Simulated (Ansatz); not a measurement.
The calculation's input:

```
crystal:
  lattice:
    - [3.6646480018, 0.0, 0.0]
    - [-1.8323240009, 3.1736782655, 0.0]
    - [0.0, 0.0, 31.9134937175]
  atoms:
    - { symbol: S, position: [0.6666666667, 0.3333333333, 0.4534955049] }
    - { symbol: Sn, position: [0.0, 0.0, 0.5] }
    - { symbol: S, position: [0.3333333333, 0.6666666667, 0.5465044951] }
  periodic: [true, true, false]
basis:
  ecutwfc: 500
kpoints:
  mp_grid: { grid: [9, 9, 1] }
hamiltonian:
  xc: r2scan
scf:
  occupations: { method: gaussian, width: 0.02 }
output:
  forces: true
  stress: true
  eigenvalues: true
  write_density: true
  write_potential: true
  elf: true
  volumetric_format: npy
relax:
  adjacent_minimum: "off"
  f_tol: 0.005
  max_steps: 50
  cell: { stress_2d_tol: 0.02 }
```

Launched as:

```sh
ansatz run input.yaml --threads 1 --pin off --max-ram 2560MiB --backend cpu --events-out ev --progress --plain --runs-dir out
```

The fields are those of the relaxed geometry.

Method: DFT r2SCAN, scalar-relativistic, plane waves, PAW in Ansatz 0.2.0.

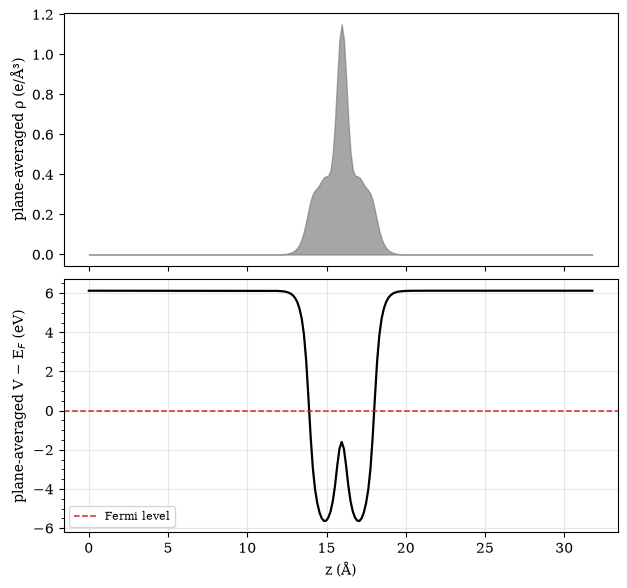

SnS2 (slab). Plane average of the electrostatic potential (local pseudopotential plus Hartree) felt by an electron and of the valence charge density (pseudo) across the slab.

The density is the valence pseudo-density of a PAW calculation; it isn't the true density close to the nuclei.

Question: How far above the Fermi level of the calculation is the vacuum level?

Answer: 6.1 eV. The slab has a gap, so the Fermi level lies inside it and this isn't a work function in the metallic sense.

Question: What are the slab's thickness and the vacuum gap?

Answer: The outermost nuclei are 2.9 Å apart, in 3 atomic planes; the vacuum between periodic images is 29.0 Å wide.
